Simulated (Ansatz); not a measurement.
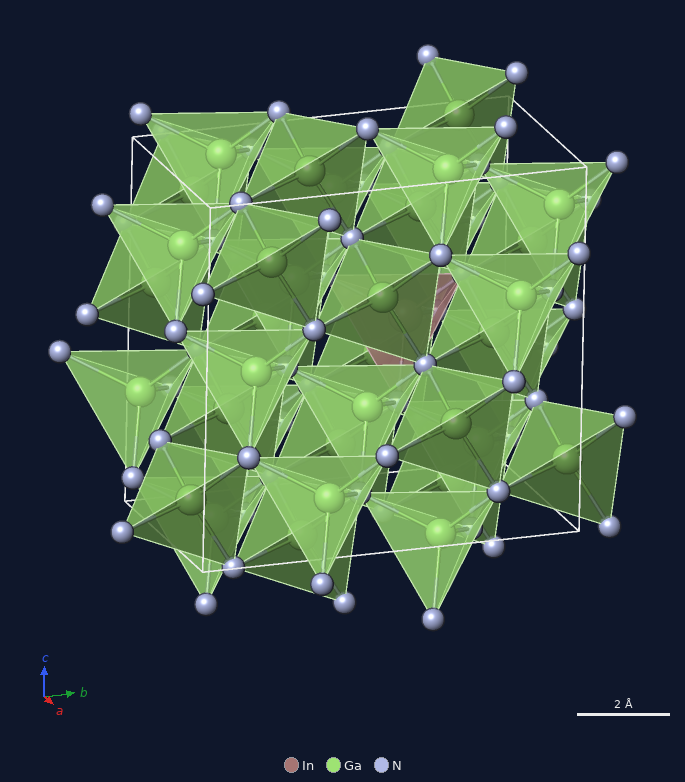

**Figure 1.** The input geometry (polyhedral view of the cell of the calculation, seen slightly off an axis; polyhedra are completed across the faces of the cell).

InGa$_{23}$N$_{24}$: geometry relaxation (part 1 of 3)

InGa$_{23}$N$_{24}$ (defect cell, 48 atoms in the cell), computed with DFT PBE, scalar-relativistic, plane waves, PAW, no spin polarisation (Ansatz 0.2.0).

The structure derives from a Materials Project entry. It belongs to a series of runs on one base structure; here: In on a Ga site (b), charge +0, atoms relaxed at the host's cell.

### Input
```yaml
crystal:
  lattice:
    - [-3.2183708174, 5.5743817732, 5.2431684262]
    - [-3.2183708173, -5.5743817732, 5.2431684262]
    - [6.4367416346, 1.0e-10, 5.2431684262]
  atoms:
    - { symbol: In, position: [0.3330449549, 0.6663782883, 0.4997116216] }
    - { symbol: Ga, position: [0.6663782883, 0.4997116216, 0.3330449549] }
    - { symbol: Ga, position: [0.9997116216, 0.8330449549, 0.6663782883] }
    - { symbol: Ga, position: [0.1663782883, 0.4997116216, 0.8330449549] }
    - { symbol: Ga, position: [0.4997116216, 0.8330449549, 0.1663782883] }
    - { symbol: Ga, position: [0.1663782883, 0.9997116216, 0.3330449549] }
    - { symbol: Ga, position: [0.4997116216, 0.3330449549, 0.6663782883] }
    - { symbol: Ga, position: [0.8330449549, 0.6663782883, 0.9997116216] }
    - { symbol: Ga, position: [0.8330449549, 0.1663782883, 0.4997116216] }
    - { symbol: Ga, position: [0.3330449549, 0.1663782883, 0.9997116216] }
    - { symbol: Ga, position: [0.6663782883, 0.9997116216, 0.8330449549] }
    - { symbol: Ga, position: [0.9997116216, 0.3330449549, 0.1663782883] }
    - { symbol: Ga, position: [0.6663782883, 0.8330449549, 0.4997116216] }
    - { symbol: Ga, position: [0.9997116216, 0.6663782883, 0.3330449549] }
    - { symbol: Ga, position: [0.3330449549, 0.9997116216, 0.6663782883] }
    - { symbol: Ga, position: [0.4997116216, 0.6663782883, 0.8330449549] }
    - { symbol: Ga, position: [0.8330449549, 0.9997116216, 0.1663782883] }
    - { symbol: Ga, position: [0.4997116216, 0.1663782883, 0.3330449549] }
    - { symbol: Ga, position: [0.8330449549, 0.4997116216, 0.6663782883] }
    - { symbol: Ga, position: [0.1663782883, 0.8330449549, 0.9997116216] }
    - { symbol: Ga, position: [0.1663782883, 0.3330449549, 0.4997116216] }
    - { symbol: Ga, position: [0.6663782883, 0.3330449549, 0.9997116216] }
    - { symbol: Ga, position: [0.9997116216, 0.1663782883, 0.8330449549] }
    - { symbol: Ga, position: [0.3330449549, 0.4997116216, 0.1663782883] }
    - { symbol: "N", position: [0.4586217117, 0.7919550451, 0.6252883784] }
    - { symbol: "N", position: [0.7919550451, 0.6252883784, 0.4586217117] }
    - { symbol: "N", position: [0.1252883784, 0.9586217117, 0.7919550451] }
    - { symbol: "N", position: [0.2919550451, 0.6252883784, 0.9586217117] }
    - { symbol: "N", position: [0.6252883784, 0.9586217117, 0.2919550451] }
    - { symbol: "N", position: [0.2919550451, 0.1252883784, 0.4586217117] }
    - { symbol: "N", position: [0.6252883784, 0.4586217117, 0.7919550451] }
    - { symbol: "N", position: [0.9586217117, 0.7919550451, 0.1252883784] }
    - { symbol: "N", position: [0.9586217117, 0.2919550451, 0.6252883784] }
    - { symbol: "N", position: [0.4586217117, 0.2919550451, 0.1252883784] }
    - { symbol: "N", position: [0.7919550451, 0.1252883784, 0.9586217117] }
    - { symbol: "N", position: [0.1252883784, 0.4586217117, 0.2919550451] }
    - { symbol: "N", position: [0.4586217117, 0.6252883784, 0.2919550451] }
    - { symbol: "N", position: [0.7919550451, 0.4586217117, 0.1252883784] }
    - { symbol: "N", position: [0.1252883784, 0.7919550451, 0.4586217117] }
    - { symbol: "N", position: [0.2919550451, 0.4586217117, 0.6252883784] }
    - { symbol: "N", position: [0.6252883784, 0.7919550451, 0.9586217117] }
    - { symbol: "N", position: [0.2919550451, 0.9586217117, 0.1252883784] }
    - { symbol: "N", position: [0.6252883784, 0.2919550451, 0.4586217117] }
    - { symbol: "N", position: [0.9586217117, 0.6252883784, 0.7919550451] }
    - { symbol: "N", position: [0.9586217117, 0.1252883784, 0.2919550451] }
    - { symbol: "N", position: [0.4586217117, 0.1252883784, 0.7919550451] }
    - { symbol: "N", position: [0.7919550451, 0.9586217117, 0.6252883784] }
    - { symbol: "N", position: [0.1252883784, 0.2919550451, 0.9586217117] }
  host:
    lattice:
      - [3.2183708173, 0.0, 0.0]
      - [-1.6091854087, 2.7871908866, 0.0]
      - [0.0, 0.0, 5.2431684262]
    atoms:
      - { symbol: Ga, position: [0.6666666667, 0.3333333333, 0.4991348648] }
      - { symbol: Ga, position: [0.3333333333, 0.6666666667, 0.9991348648] }
      - { symbol: "N", position: [0.6666666667, 0.3333333333, 0.8758651352] }
      - { symbol: "N", position: [0.3333333333, 0.6666666667, 0.3758651352] }
basis:
  ecutwfc: 420
  xc_grid: 2
kpoints:
  mp_grid: { grid: [2, 2, 2], shift: [0.5, 0.5, 0.5] }
hamiltonian:
  xc: pbe
scf:
  occupations: { method: gaussian, width: 0.01 }
output:
  forces: true
  stress: false
  eigenvalues: true
  charged_corrections:
    defect_position: [0.33304495, 0.66637829, 0.49971162]
    epsilon: [[10.4928, 0.0, 0.0], [0.0, 10.4928, 0.0], [0.0, 0.0, 11.6882]]
  write_density: true
  write_potential: true
  elf: true
  volumetric_format: npy
relax:
  adjacent_minimum: "off"
  f_tol: 0.025
  max_steps: 45
```

Hardware: 4 threads of Arm Neoverse V1, 24 GiB of memory available, shared host.

Launch command:
```bash
ansatz run input.yaml --threads 4 --pin off --max-ram 6144MiB --backend cpu --events-out ev --progress --plain --runs-dir out
```

### Output
```
Engine: ansatz 0.2.0, aarch64-unknown-linux-gnu
Pseudopotentials: kind: paw
Pseudopotential: In, paw, valence charge 13, recommended cutoff 420 eV (normal), In.paw.azcp
Pseudopotential: Ga, paw, valence charge 13, recommended cutoff 420 eV (normal), Ga.paw.azcp
Pseudopotential: N, paw, valence charge 5, recommended cutoff 420 eV (normal), N.paw.azcp
Functional definition: PBE
  parameter kappa = 0.804
  parameter beta = 0.06672455060314922
  exchange = pbe_x(kappa = kappa, mu = beta*pi^2/3)
  correlation = pbe_c(beta = beta)
Crystal: 48 atoms, lattice volume = 564.388 Å³
Basis set: ecut = 420 eV, 11057 PW (Γ), exchange–correlation on 120×120×120 points (8 copies of the dense FFT grid, shifted against one another)
Bands: 264, of which v1, the nominal top of the filled ones, is band 216 counted from 1 (215 counted from 0)
Symmetry: 3 space group operations
Space group: R3 (ITA 146), of the structure as read, at distance tolerance 8.3e-5 Å
k-points: 2 of 8 (time reversal used)
Non-local potential: In, projectors of the file, l = 0: 2, l = 1: 2, l = 2: 2, l = 3: 2
Non-local potential: Ga, projectors of the file, l = 0: 2, l = 1: 2, l = 2: 3, l = 3: 1
Non-local potential: N, projectors of the file, l = 0: 2, l = 1: 2, l = 2: 1
PAW form: soft (Blöchl's): semilocal exchange-correlation on the pseudo side does not see the compensation charge
PAW one-centre angular grid: In, 590 points (default); XC on 64 Gauss nodes
PAW one-centre angular grid: Ga, 590 points (default); XC on 64 Gauss nodes
PAW one-centre angular grid: N, 110 points (default); XC on 64 Gauss nodes
Initial density: superposition of atomic densities (neutral atoms: chi_scale 0, normalization atom), corrected by the library's trained network
Initial wavefunctions: pseudopotential atomic-orbital guess
Functional: x = pbe(κ = 0.804, μ = 0.2195149727645171), c = pbe(β = 0.06672455060314922)
SCF iter   1: F=—  HF=-101842.316004 eV  |F-HF|=—  |Δ(HF+E_count)|=         —  Δρ=1.03e-3  dr2=4.84e-3  ethr=1.77e-3  ⟨swp⟩=6.0  Hψ=1917  notcnv=0
preconditioner: auto → Resta (q_TF=auto, 2.609 Å⁻¹)  ε∞=4.9  [insulator: Δε(μ)=3.022 eV  Ē_g=16.384 eV  σ=0.010 eV  W_gap=1.00  n_scr=166 (ndim 8)  ℏωp=32.5 eV  f_vac=0.010  D(μ)=0.00/eV (n_scr^D=0)  ε∞_Penn≈4.9]
SCF iter   2: F=—  HF=-101842.318522 eV  |F-HF|=—  |Δ(HF+E_count)|=   2.52e-3  Δρ=4.70e-4  dr2=6.50e-4  ethr=1.12e-6  ⟨swp⟩=2.0  Hψ=1051  notcnv=0  defer=85
SCF iter   3: F=—  HF=-101842.319715 eV  |F-HF|=—  |Δ(HF+E_count)|=   1.19e-3  Δρ=2.30e-4  dr2=1.76e-4  ethr=1.50e-7  ⟨swp⟩=2.0  Hψ=844  notcnv=0  defer=85
SCF iter   4: F=—  HF=-101842.320116 eV  |F-HF|=—  |Δ(HF+E_count)|=   4.01e-4  Δρ=6.71e-5  dr2=2.10e-5  ethr=4.08e-8  ⟨swp⟩=2.0  Hψ=875  notcnv=0  defer=85
iter 5 did not close the SCF: its close was put off for the readings that it lacked (scf_convergence_deferred on its scf_iter line)
SCF iter   5: F=-101842.320155 eV  HF=-101842.320151 eV  |F-HF|=3.23e-6  |Δ(HF+E_count)|=   3.52e-5  Δρ=2.67e-5  dr2=2.76e-6  ethr=4.85e-9  ⟨swp⟩=2.0  Hψ=875  notcnv=0  defer=85
SCF iter   6: F=-101842.320155 eV  HF=-101842.320155 eV  |F-HF|=4.27e-7  |Δ(HF+E_count)|=   3.88e-6  Δρ=1.22e-5  dr2=8.53e-7  ethr=6.39e-10  ⟨swp⟩=12.0  Hψ=4084  notcnv=0
SCF 1 converged in 6 iterations: F = -101842.320155 eV  dr2 = 8.53e-7
  greatest PAW one-centre occupation: 0.995 electrons in one spin orbital (limit 2), on the Ga atom at site 6 (counted from 0), in its partial waves of l = 2
relax step   1: F+E_penalty+E_count = -101842.32015482 eV  Δ(F+E_penalty+E_count) = +0.000e0 eV  max|allowed force component| = 3.462e0 eV/Å  Δτ_max = 0.0000 Å  (6 SCF iters, dr2 threshold 1.56e-5 eV, accepted)
Initial density: handed on by an earlier stage of this run
Initial wavefunctions: those handed on with the density
iter 1 solved again at ethr=4.87e-5 eV; its pass at ethr=3.10e-3 eV (dr2=2.10e-1 eV) is discarded
SCF iter   1: F=—  HF=-101843.337782 eV  |F-HF|=—  |Δ(HF+E_count)|=         —  Δρ=7.33e-3  dr2=2.12e-1  ethr=4.87e-5  ⟨swp⟩=2.0  Hψ=1789  notcnv=0  defer=85
preconditioner: auto → Resta (q_TF=auto, 2.609 Å⁻¹)  ε∞=4.9  [insulator: Δε(μ)=3.035 eV  Ē_g=16.394 eV  σ=0.010 eV  W_gap=1.00  n_scr=166 (ndim 8)  ℏωp=32.5 eV  f_vac=0.010  D(μ)=0.00/eV (n_scr^D=0)  ε∞_Penn≈4.9]
SCF iter   2: F=—  HF=-101843.297683 eV  |F-HF|=—  |Δ(HF+E_count)|=   4.01e-2  Δρ=3.60e-3  dr2=4.93e-2  ethr=4.87e-5  ⟨swp⟩=3.0  Hψ=580  notcnv=0  defer=85
SCF iter   3: F=—  HF=-101843.288289 eV  |F-HF|=—  |Δ(HF+E_count)|=   9.39e-3  Δρ=1.24e-3  dr2=7.89e-3  ethr=1.14e-5  ⟨swp⟩=2.5  Hψ=687  notcnv=0  defer=85
SCF iter   4: F=—  HF=-101843.287039 eV  |F-HF|=—  |Δ(HF+E_count)|=   1.25e-3  Δρ=3.09e-4  dr2=6.52e-4  ethr=1.83e-6  ⟨swp⟩=2.5  Hψ=889  notcnv=0  defer=85
SCF iter   5: F=—  HF=-101843.287063 eV  |F-HF|=—  |Δ(HF+E_count)|=   2.45e-5  Δρ=1.18e-4  dr2=7.07e-5  ethr=2.31e-8  ⟨swp⟩=15.5  Hψ=4859  notcnv=0
SCF iter   6: F=-101843.287035 eV  HF=-101843.287031 eV  |F-HF|=4.78e-6  |Δ(HF+E_count)|=   3.29e-5  Δρ=3.88e-5  dr2=8.15e-6  ethr=1.64e-8  ⟨swp⟩=11.5  Hψ=4824  notcnv=0
SCF 2 converged in 6 iterations: F = -101843.287035 eV  dr2 = 8.15e-6
  greatest PAW one-centre occupation: 0.995 electrons in one spin orbital (limit 2), on the Ga atom at site 5 (counted from 0), in its partial waves of l = 2
relax step   2: F+E_penalty+E_count = -101843.28703529 eV  Δ(F+E_penalty+E_count) = -9.669e-1 eV  max|allowed force component| = 7.327e-1 eV/Å  Δτ_max = 0.1201 Å  (6 SCF iters, dr2 threshold 1.00e-4 eV, accepted)
SCF iter   1: F=—  HF=-101843.350309 eV  |F-HF|=—  |Δ(HF+E_count)|=         —  Δρ=1.42e-3  dr2=1.22e-2  ethr=2.95e-5  ⟨swp⟩=3.0  Hψ=1078  notcnv=0  defer=85
preconditioner: auto → Resta (q_TF=auto, 2.609 Å⁻¹)  ε∞=4.9  [insulator: Δε(μ)=3.028 eV  Ē_g=16.386 eV  σ=0.010 eV  W_gap=1.00  n_scr=166 (ndim 8)  ℏωp=32.5 eV  f_vac=0.010  D(μ)=0.00/eV (n_scr^D=0)  ε∞_Penn≈4.9]
SCF iter   2: F=—  HF=-101843.347058 eV  |F-HF|=—  |Δ(HF+E_count)|=   3.25e-3  Δρ=7.13e-4  dr2=2.99e-3  ethr=2.83e-6  ⟨swp⟩=2.0  Hψ=641  notcnv=0  defer=85
SCF iter   3: F=—  HF=-101843.346439 eV  |F-HF|=—  |Δ(HF+E_count)|=   6.20e-4  Δρ=2.73e-4  dr2=4.53e-4  ethr=6.93e-7  ⟨swp⟩=2.0  Hψ=871  notcnv=0  defer=85
SCF iter   4: F=-101843.346353 eV  HF=-101843.346357 eV  |F-HF|=4.64e-6  |Δ(HF+E_count)|=   8.16e-5  Δρ=6.80e-5  dr2=2.45e-5  ethr=7.77e-9  ⟨swp⟩=15.0  Hψ=4812  notcnv=0
SCF 3 converged in 4 iterations: F = -101843.346353 eV  dr2 = 2.45e-5
  greatest PAW one-centre occupation: 0.995 electrons in one spin orbital (limit 2), on the Ga atom at site 1 (counted from 0), in its partial waves of l = 2
relax step   3: F+E_penalty+E_count = -101843.34635251 eV  Δ(F+E_penalty+E_count) = -5.932e-2 eV  max|allowed force component| = 1.003e-1 eV/Å  Δτ_max = 0.0333 Å  (4 SCF iters, dr2 threshold 3.36e-5 eV, accepted)
SCF iter   1: F=—  HF=-101843.350130 eV  |F-HF|=—  |Δ(HF+E_count)|=         —  Δρ=5.16e-4  dr2=9.67e-4  ethr=1.85e-6  ⟨swp⟩=3.0  Hψ=1075  notcnv=0  defer=85
preconditioner: auto → Resta (q_TF=auto, 2.609 Å⁻¹)  ε∞=4.9  [insulator: Δε(μ)=3.025 eV  Ē_g=16.384 eV  σ=0.010 eV  W_gap=1.00  n_scr=166 (ndim 8)  ℏωp=32.5 eV  f_vac=0.010  D(μ)=0.00/eV (n_scr^D=0)  ε∞_Penn≈4.9]
SCF iter   2: F=—  HF=-101843.349947 eV  |F-HF|=—  |Δ(HF+E_count)|=   1.82e-4  Δρ=2.64e-4  dr2=2.92e-4  ethr=2.24e-7  ⟨swp⟩=1.0  Hψ=608  notcnv=0  defer=85
SCF iter   3: F=—  HF=-101843.349081 eV  |F-HF|=—  |Δ(HF+E_count)|=   8.66e-4  Δρ=9.57e-5  dr2=4.89e-5  ethr=6.76e-8  ⟨swp⟩=2.0  Hψ=829  notcnv=0  defer=85
SCF iter   4: F=—  HF=-101843.349072 eV  |F-HF|=—  |Δ(HF+E_count)|=   8.53e-6  Δρ=2.45e-5  dr2=3.85e-6  ethr=1.13e-8  ⟨swp⟩=2.0  Hψ=872  notcnv=0  defer=85
SCF iter   5: F=-101843.349072 eV  HF=-101843.349072 eV  |F-HF|=2.81e-7  |Δ(HF+E_count)|=   3.80e-8  Δρ=8.43e-6  dr2=4.60e-7  ethr=1.46e-10  ⟨swp⟩=14.0  Hψ=4428  notcnv=0
SCF 4 converged in 5 iterations: F = -101843.349072 eV  dr2 = 4.60e-7
  greatest PAW one-centre occupation: 0.995 electrons in one spin orbital (limit 2), on the Ga atom at site 3 (counted from 0), in its partial waves of l = 2
relax step   4: F+E_penalty+E_count = -101843.34907217 eV  Δ(F+E_penalty+E_count) = -2.720e-3 eV  max|allowed force component| = 3.281e-2 eV/Å  Δτ_max = 0.0063 Å  (5 SCF iters, dr2 threshold 6.29e-7 eV, accepted)
SCF iter   1: F=—  HF=-101843.350003 eV  |F-HF|=—  |Δ(HF+E_count)|=         —  Δρ=1.11e-4  dr2=3.20e-5  ethr=7.64e-8  ⟨swp⟩=2.0  Hψ=1067  notcnv=0  defer=85
preconditioner: auto → Resta (q_TF=auto, 2.609 Å⁻¹)  ε∞=4.9  [insulator: Δε(μ)=3.024 eV  Ē_g=16.384 eV  σ=0.010 eV  W_gap=1.00  n_scr=166 (ndim 8)  ℏωp=32.5 eV  f_vac=0.010  D(μ)=0.00/eV (n_scr^D=0)  ε∞_Penn≈4.9]
SCF iter   2: F=—  HF=-101843.349177 eV  |F-HF|=—  |Δ(HF+E_count)|=   8.26e-4  Δρ=5.31e-5  dr2=7.50e-6  ethr=7.40e-9  ⟨swp⟩=2.5  Hψ=904  notcnv=0  defer=85
SCF iter   3: F=—  HF=-101843.349176 eV  |F-HF|=—  |Δ(HF+E_count)|=   9.77e-7  Δρ=1.55e-5  dr2=1.23e-6  ethr=1.74e-9  ⟨swp⟩=2.0  Hψ=847  notcnv=0  defer=85
SCF iter   4: F=—  HF=-101843.349176 eV  |F-HF|=—  |Δ(HF+E_count)|=   1.02e-7  Δρ=4.57e-6  dr2=1.53e-7  ethr=2.86e-10  ⟨swp⟩=2.0  Hψ=869  notcnv=0  defer=85
SCF iter   5: F=-101843.349176 eV  HF=-101843.349176 eV  |F-HF|=6.43e-9  |Δ(HF+E_count)|=   4.85e-9  Δρ=1.28e-6  dr2=1.13e-8  ethr=2.31e-11  ⟨swp⟩=11.0  Hψ=3289  notcnv=0
SCF 5 converged in 5 iterations: F = -101843.349176 eV  dr2 = 1.13e-8
relax step   5: F+E_penalty+E_count = -101843.34917619 eV  Δ(F+E_penalty+E_count) = -1.040e-4 eV  max|allowed force component| = 8.004e-3 eV/Å  Δτ_max = 0.0011 Å  (5 SCF iters, accepted)
```

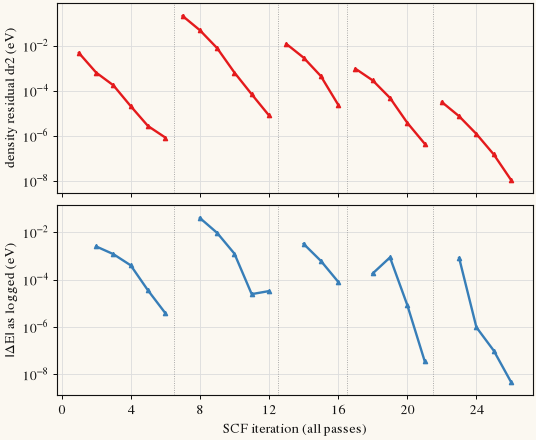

**Figure 2.** Convergence of the self-consistent field: density residual dr2 and size of the energy change against the SCF iteration. The dotted lines part the SCF passes of the relaxation: geometry steps, rejected trials and re-solves on a re-selected basis. The 5 passes take 4 to 6 iterations each, 26 in all.

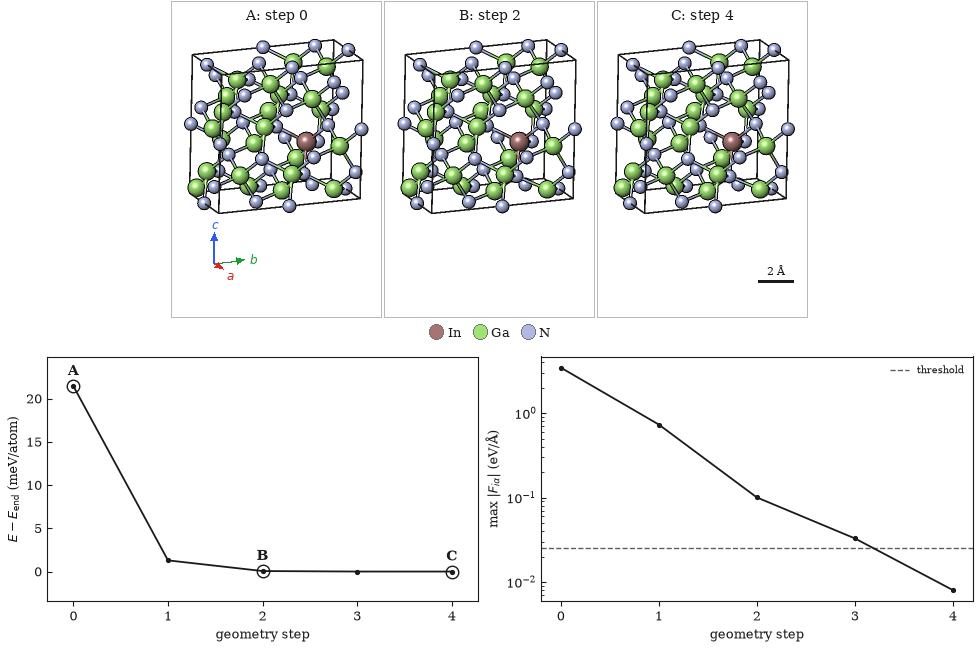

**Figure 3.** Frames of the relaxation (ball-and-stick view of the cell of the calculation (origin shifted), seen slightly off an axis) above the curves, on which the letters mark them (the first geometry is step 0 here and step 1 in the log).
